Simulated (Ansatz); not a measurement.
**From Ag to Pd**

System: Ag (4 atoms in the cell).
Method of run A: DFT r2SCAN, scalar-relativistic, plane waves, PAW, no spin polarisation (Ansatz 0.2.0).
System of run B: Pd (P6₃/mmc, 4 atoms in the cell).

On run A: The structure derives from a Materials Project entry. On run B: The structure was made by swapping elements on the sites of another compound; it need not be a known phase. It belongs to a series of runs on one base structure; here: Ag -> Pd on all its sites, cell and atoms relaxed. Text and figures count atoms from 1; the logs count them from 0 in places.

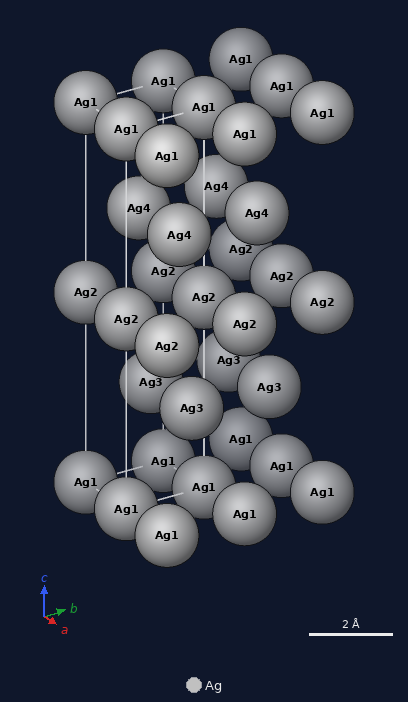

The structure as given in the input (spheres-only view of the cell of the calculation, repeated 2 × 2 × 1, seen slightly off an axis; atoms are numbered from 1 in the order of the input).

## The input, run A
```yaml
crystal:
  lattice:
    - [2.9111314733, 0.0, 0.0]
    - [-1.4555657366, 2.5211138096, 0.0]
    - [0.0, 0.0, 9.46370874]
  atoms:
    - { symbol: Ag, position: [0.0, 0.0, 0.0] }
    - { symbol: Ag, position: [0.0, 0.0, 0.5] }
    - { symbol: Ag, position: [0.33333333, 0.66666667, 0.25] }
    - { symbol: Ag, position: [0.66666667, 0.33333333, 0.75] }
basis:
  ecutwfc: 500
kpoints:
  mp_grid: { grid: [6, 6, 2] }
hamiltonian:
  xc: r2scan
scf:
  occupations: { method: gaussian, width: 0.1 }
output:
  forces: true
  stress: true
  eigenvalues: true
```

Launched with:
```bash
ansatz run input.yaml --threads 1 --pin off --max-ram 2560MiB --backend cpu --events-out ev --progress --plain --runs-dir out
```

Hardware: 1 thread of Intel Xeon @ 2.50GHz (Skylake/Cascade Lake), 192 GiB of memory available, shared host.

## Output, shortened to warnings, some set-up lines, iterations and results (run A)
```
Basis set: ecut = 500 eV, 1775 PW (Γ), exchange–correlation on 96×96×288 points (64 copies of the dense FFT grid, shifted against one another)
Symmetry: 24 space group operations
k-points: 14 of 72
Initial density: superposition of atomic densities (neutral atoms: chi_scale 0, normalization atom), corrected by the library's trained network
[...]
SCF iter   1: F=—  HF=-30415.716591 eV  |F-HF|=—  |Δ(HF+E_count)|=         —  Δρ=1.19e-2  dr2=9.42e-2  dr2_τ=2.10e-3  ethr=1.77e-3  ⟨swp⟩=5.6  Hψ=2098  notcnv=0  defer=14
SCF iter   2: F=—  HF=-30415.698474 eV  |F-HF|=—  |Δ(HF+E_count)|=   1.81e-2  Δρ=5.42e-3  dr2=1.24e-2  dr2_τ=2.15e-3  ethr=1.24e-4  ⟨swp⟩=2.5  Hψ=1057  notcnv=0  defer=19
SCF iter   3: F=—  HF=-30415.699916 eV  |F-HF|=—  |Δ(HF+E_count)|=   1.44e-3  Δρ=2.13e-3  dr2=2.43e-3  dr2_τ=9.07e-5  ethr=1.64e-5  ⟨swp⟩=1.0  Hψ=610  notcnv=0  defer=9
SCF iter   4: F=—  HF=-30415.700020 eV  |F-HF|=—  |Δ(HF+E_count)|=   1.04e-4  Δρ=4.26e-4  dr2=5.91e-5  dr2_τ=8.87e-6  ethr=3.19e-6  ⟨swp⟩=2.0  Hψ=894  notcnv=0  defer=9
SCF iter   5: F=—  HF=-30415.700093 eV  |F-HF|=—  |Δ(HF+E_count)|=   7.30e-5  Δρ=8.63e-5  dr2=5.28e-6  dr2_τ=2.94e-7  ethr=7.78e-8  ⟨swp⟩=2.2  Hψ=1132  notcnv=0  defer=9
SCF iter   6: F=—  HF=-30415.700100 eV  |F-HF|=—  |Δ(HF+E_count)|=   6.93e-6  Δρ=3.76e-5  dr2=8.74e-7  dr2_τ=4.71e-8  ethr=6.95e-9  ⟨swp⟩=2.0  Hψ=919  notcnv=0  defer=9
SCF iter   7: F=-30415.700101 eV  HF=-30415.700101 eV  |F-HF|=5.20e-8  |Δ(HF+E_count)|=   6.62e-7  Δρ=1.19e-5  dr2=8.63e-8  dr2_τ=6.37e-9  ethr=1.32e-10  ⟨swp⟩=7.1  Hψ=3047  …
SCF 1 converged in 7 iterations: F = -30415.700101 eV  dr2 = 8.63e-8
SCF converged after 7 iterations
Free energy (F): -30415.700101 eV
Harris-Foulkes:  -30415.700101 eV  (|F-HF|=5.20e-8)
Internal energy: -30415.690159 eV  (E = F + TS)
E sigma→0 (E₀):  -30415.695130 eV
Entropy (-TS):   -0.009942 eV (-2.486 meV/atom)
Fermi energy:    16.783839 eV
--- Per-component energies (eV) ---
  E_band       = -1042.931497
  E_kinetic    = 2112.660230
  E_local      = -8909.234006  (includes V_loc(G=0)·N_el)
  E_nonlocal   = 325.348742
  E_hartree    = 4056.973277
  E_xc         = -713.737755
  E_vxc        = -1051.527794  (∫ρ·V_xc dr)
  E_paw        = -15689.889974  (= ΣΔE_a)
  E_vpaw       = -1709.855412  (= ΣTr[D̂ρ^β])
  E_aug_tail   = 0.000248  (compensation charges beyond the density's cutoff)
  E_vtau       = 75.710003  (kinetic-family band-sum trace: ∫τ·v_τ [+ j·A + Jᵃ·Aᵃ] dr)
  E_ewald      = -11595.773677
  E_core_change = -2.037243  (= ΣΔE_core)
  E_smearing   = -0.009942  (= −TS)
  E_closure    = -0.000000  (closes the sum)
  Σ components = -30415.700101   (vs F -30415.700101, Δ=0.00e0)
--- Forces (eV/Å), atoms counted from 1 ---
  atom   1  Ag     0.00000000    -0.00000000     0.00000000
  atom   2  Ag    -0.00000000    -0.00000000     0.00000000
  atom   3  Ag    -0.00000000     0.00000000     0.00000000
  atom   4  Ag     0.00000000    -0.00000000     0.00000000
  max |Σ_I F_I| component: 2.31e-18 eV/Å
--- Stress (GPa, compression-positive) ---
        1.232582      -0.000000       0.000000
       -0.000000       1.232582       0.000000
        0.000000       0.000000      -1.536765
  P = ⅓ Tr σ = 0.3095 GPa (3.095 kbar)
```

The input of run B differs as follows (lines with − go, lines with + come):
```diff
-    - [2.9111314733, 0.0, 0.0]
-    - [-1.4555657366, 2.5211138096, 0.0]
-    - [0.0, 0.0, 9.46370874]
+    - [2.8211160836, 0.0, 0.0]
+    - [-1.4105580418, 2.4431581954, 0.0]
+    - [0.0, 0.0, 9.2146489525]
-    - { symbol: Ag, position: [0.0, 0.0, 0.0] }
-    - { symbol: Ag, position: [0.0, 0.0, 0.5] }
-    - { symbol: Ag, position: [0.33333333, 0.66666667, 0.25] }
-    - { symbol: Ag, position: [0.66666667, 0.33333333, 0.75] }
+    - { symbol: Pd, position: [0.0, 0.0, 0.0] }
+    - { symbol: Pd, position: [0.0, 0.0, 0.5] }
+    - { symbol: Pd, position: [0.3333333333, 0.6666666667, 0.25] }
+    - { symbol: Pd, position: [0.6666666667, 0.3333333333, 0.75] }
```

How does run B compare with run A?

The total energies belong to different systems, so their difference says nothing on which is more stable or more accurate. The pressure goes from 0.31 to −10.34 GPa. The volume per atom goes from 17.36 to 15.88 Å³. The SCF takes 9 iterations against 7. The plane waves at Γ go from 1775 to 1605.

## Output, shortened to warnings, some set-up lines, iterations and results (run B)
```
Basis set: ecut = 500 eV, 1605 PW (Γ), exchange–correlation on 96×96×288 points (64 copies of the dense FFT grid, shifted against one another)
Symmetry: 24 space group operations
k-points: 14 of 72
Initial density: superposition of atomic densities (neutral atoms: chi_scale 0, normalization atom), corrected by the library's trained network
[...]
SCF iter   1: F=—  HF=-27942.741858 eV  |F-HF|=—  |Δ(HF+E_count)|=         —  Δρ=1.74e-2  dr2=1.15e-1  dr2_τ=3.49e-2  ethr=1.77e-3  ⟨swp⟩=5.9  Hψ=2282  notcnv=0  defer=7
SCF iter   2: F=—  HF=-27942.810901 eV  |F-HF|=—  |Δ(HF+E_count)|=   6.90e-2  Δρ=9.31e-3  dr2=2.50e-2  dr2_τ=3.74e-3  ethr=1.59e-4  ⟨swp⟩=2.4  Hψ=985  notcnv=0  defer=26
SCF iter   3: F=—  HF=-27942.814095 eV  |F-HF|=—  |Δ(HF+E_count)|=   3.19e-3  Δρ=6.98e-3  dr2=3.83e-2  dr2_τ=2.45e-3  ethr=3.48e-5  ⟨swp⟩=2.2  Hψ=1023  notcnv=0  defer=26
SCF iter   4: F=—  HF=-27942.812929 eV  |F-HF|=—  |Δ(HF+E_count)|=   1.17e-3  Δρ=2.97e-3  dr2=6.17e-3  dr2_τ=4.70e-4  ethr=3.48e-5  ⟨swp⟩=1.1  Hψ=585  notcnv=0  defer=26
SCF iter   5: F=—  HF=-27942.812616 eV  |F-HF|=—  |Δ(HF+E_count)|=   3.14e-4  Δρ=7.98e-4  dr2=4.31e-4  dr2_τ=9.78e-6  ethr=8.57e-6  ⟨swp⟩=1.0  Hψ=584  notcnv=0  defer=26
SCF iter   6: F=—  HF=-27942.812742 eV  |F-HF|=—  |Δ(HF+E_count)|=   1.26e-4  Δρ=2.52e-4  dr2=2.65e-5  dr2_τ=2.74e-6  ethr=5.99e-7  ⟨swp⟩=2.1  Hψ=884  notcnv=0  defer=26
SCF iter   7: F=—  HF=-27942.812774 eV  |F-HF|=—  |Δ(HF+E_count)|=   3.22e-5  Δρ=1.28e-4  dr2=8.77e-6  dr2_τ=4.01e-7  ethr=3.67e-8  ⟨swp⟩=2.1  Hψ=857  notcnv=0  defer=26
SCF iter   8: F=—  HF=-27942.812776 eV  |F-HF|=—  |Δ(HF+E_count)|=   2.33e-6  Δρ=4.94e-5  dr2=1.49e-6  dr2_τ=4.37e-8  ethr=1.22e-8  ⟨swp⟩=2.1  Hψ=802  notcnv=0  defer=26
SCF iter   9: F=-27942.812777 eV  HF=-27942.812777 eV  |F-HF|=1.05e-8  |Δ(HF+E_count)|=   3.32e-7  Δρ=8.69e-6  dr2=3.31e-8  dr2_τ=1.30e-9  ethr=1.39e-10  ⟨swp⟩=7.0  Hψ=2653  …
SCF 1 converged in 9 iterations: F = -27942.812777 eV  dr2 = 3.31e-8
SCF converged after 9 iterations
Free energy (F): -27942.812777 eV
Harris-Foulkes:  -27942.812777 eV  (|F-HF|=1.05e-8)
Internal energy: -27942.773254 eV  (E = F + TS)
E sigma→0 (E₀):  -27942.793015 eV
Entropy (-TS):   -0.039523 eV (-9.881 meV/atom)
Fermi energy:    17.647588 eV
--- Per-component energies (eV) ---
  E_band       = -738.354113
  E_kinetic    = 2054.217168
  E_local      = -7419.033900  (includes V_loc(G=0)·N_el)
  E_nonlocal   = 870.703552
  E_hartree    = 3001.450385
  E_xc         = -638.263104
  E_vxc        = -925.598865  (∫ρ·V_xc dr)
  E_paw        = -15087.588609  (= ΣΔE_a)
  E_vpaw       = -1389.739844  (= ΣTr[D̂ρ^β])
  E_aug_tail   = 0.000424  (compensation charges beyond the density's cutoff)
  E_vtau       = 68.182518  (kinetic-family band-sum trace: ∫τ·v_τ [+ j·A + Jᵃ·Aᵃ] dr)
  E_ewald      = -10722.450823
  E_core_change = -1.808346  (= ΣΔE_core)
  E_smearing   = -0.039523  (= −TS)
  E_closure    = -0.000000  (closes the sum)
  Σ components = -27942.812777   (vs F -27942.812777, Δ=0.00e0)
--- Forces (eV/Å), atoms counted from 1 ---
  atom   1  Pd     0.00000000     0.00000000     0.00000000
  atom   2  Pd    -0.00000000    -0.00000000    -0.00000000
  atom   3  Pd     0.00000000    -0.00000000     0.00000000
  atom   4  Pd     0.00000000     0.00000000     0.00000000
  max |Σ_I F_I| component: 2.31e-18 eV/Å
--- Stress (GPa, compression-positive) ---
      -11.223542       0.000000       0.000000
       -0.000000     -11.223542       0.000000
        0.000000       0.000000      -8.567859
  P = ⅓ Tr σ = -10.3383 GPa (-103.383 kbar)
```

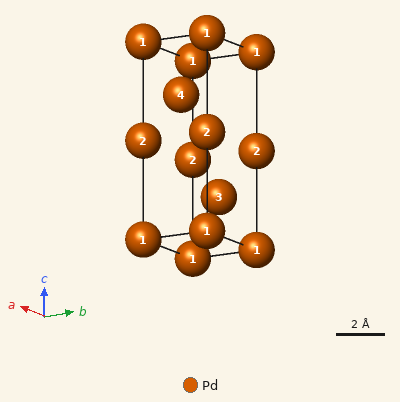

The input structure of run B (spheres-only view of the cell of the calculation, seen at an oblique angle; atoms are numbered from 1 in the order of the input).

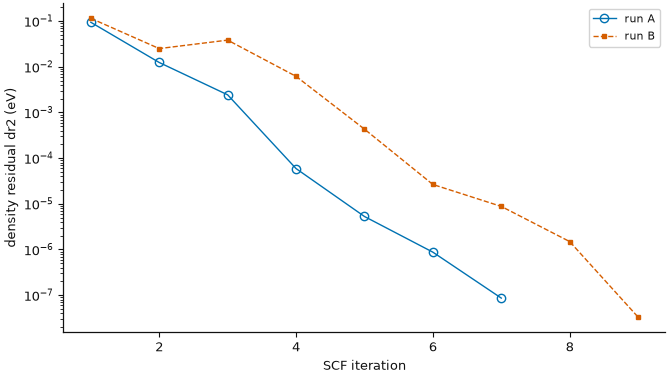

Convergence of the two runs: density residual dr2 against the SCF iteration. Run A takes 7 iterations in all, and run B takes 9.

## The two runs side by side

```csv
quantity,run A,run B
outcome,converged,converged
free energy per atom (eV),−7603.9250,−6985.7032
"energy per atom, smearing taken to zero (eV)",−7603.9238,−6985.6983
gap on the mesh (eV),0.00,0.00
pressure (GPa),0.31,−10.34
volume per atom (Å³),17.36,15.88
largest force (eV/Å),0.000,0.000
SCF iterations,7,9
irreducible k-points,14,14
plane waves at Γ,1775,1605
wall time (shared host),8.1 s,6.2 s
```

For run B: The cell is under a tension of 10.3 GPa at this level, so it is not at its equilibrium volume.
